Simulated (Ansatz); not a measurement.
Consider Al$_{4}$Ga$_{4}$As$_{7}$.

The calculation's input:

```
crystal:
  lattice:
    - [-4.029604, 2.326481, -6.55351]
    - [3.956874, 2.292954, -6.520311]
    - [-0.007331, -4.573279, -6.52034]
  atoms:
    - { symbol: Al, position: [0.5061194433, 0.9989751751, 0.4898547634] }
    - { symbol: Al, position: [0.0005251115, 0.4893187977, 0.4915406962] }
    - { symbol: Al, position: [0.5061097956, 0.4876475734, 0.0011933932] }
    - { symbol: Al, position: [0.0126117928, 0.0105529966, 0.0127705286] }
    - { symbol: Ga, position: [0.9885858242, 0.5515822127, 0.9721749927] }
    - { symbol: Ga, position: [0.4577653268, 0.0125130157, 0.0147224912] }
    - { symbol: Ga, position: [0.9885745452, 0.9699583256, 0.5538214329] }
    - { symbol: Ga, position: [0.5214234406, 0.4874623839, 0.4896648568] }
    - { symbol: As, position: [0.3738685796, 0.8647488655, 0.3827992755] }
    - { symbol: As, position: [0.8915165051, 0.3577314712, 0.3599491396] }
    - { symbol: As, position: [0.3738769375, 0.3805889924, 0.8669521639] }
    - { symbol: As, position: [0.8774582441, 0.3794070025, 0.8677447806] }
    - { symbol: As, position: [0.3805884115, 0.8665953658, 0.8688049593] }
    - { symbol: As, position: [0.8774640838, 0.8655285496, 0.3816237397] }
    - { symbol: As, position: [0.3754758803, 0.3724981181, 0.3747141549] }
basis:
  ecutwfc: 500
kpoints:
  mp_grid: { grid: [5, 5, 5] }
hamiltonian:
  xc: r2scan
scf:
  occupations: { method: gaussian, width: 0.1 }
  n_extra_bands: 8
output:
  forces: true
  stress: true
  eigenvalues: true
  populations: true
  dos:
    method: { smearing: { sigma: 0.1, scheme: gaussian } }
    projected: true
    de: 0.02
  write_density: true
  write_potential: true
  elf: true
  volumetric_format: npy
```

Launched as:

```sh
ansatz run input.yaml --threads 4 --pin off --max-ram 9216MiB --backend cpu --events-out ev --progress --plain --runs-dir out
```

Below, planes, directions and counts refer to the conventional cell (a = 13.82 Å, b = 7.93 Å, c = 8.04 Å, α = 90.00°, β = 125.35°, γ = 90.00°).

Space group Cm; a generated structure, not necessarily the stable one; computed without spin polarisation.

These are results of Ansatz, DFT r2SCAN, scalar-relativistic, plane waves, PAW, not measurements.

Question: Predict the valence pseudo-density and electron localisation function between the atoms.

Answer: Ga–As (2.43 Å): the density is about 0.51 e/Å³ at the midpoint; the ELF is about 0.70 at the midpoint.
Al–As (2.43 Å): ρ is about 0.51 e/Å³ halfway; the ELF is about 0.90 at the midpoint.
Al–As (2.43 Å): ρ at the midpoint is about 0.51 e/Å³; the ELF is about 0.90 at the midpoint.
Ga–As (2.43 Å): ρ at the midpoint is about 0.51 e/Å³; the ELF is about 0.70 at the midpoint.

Question: Does the calculation make it a metal, or give it a gap?

Answer: It is gapless in this calculation (a metal or semimetal).

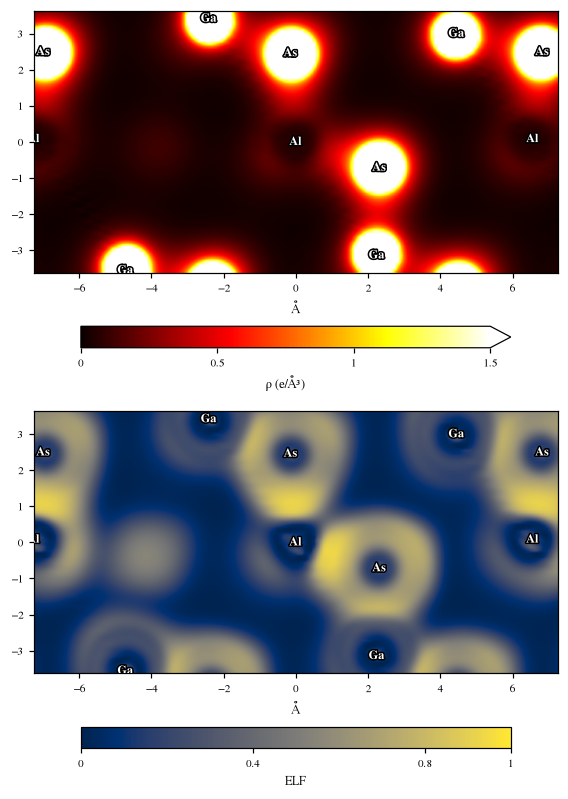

Computed valence pseudo-density and electron localisation function on the (010) plane of the conventional cell, in this order. 

In a PAW calculation such maps are meaningful between the atoms, not at the nuclei.
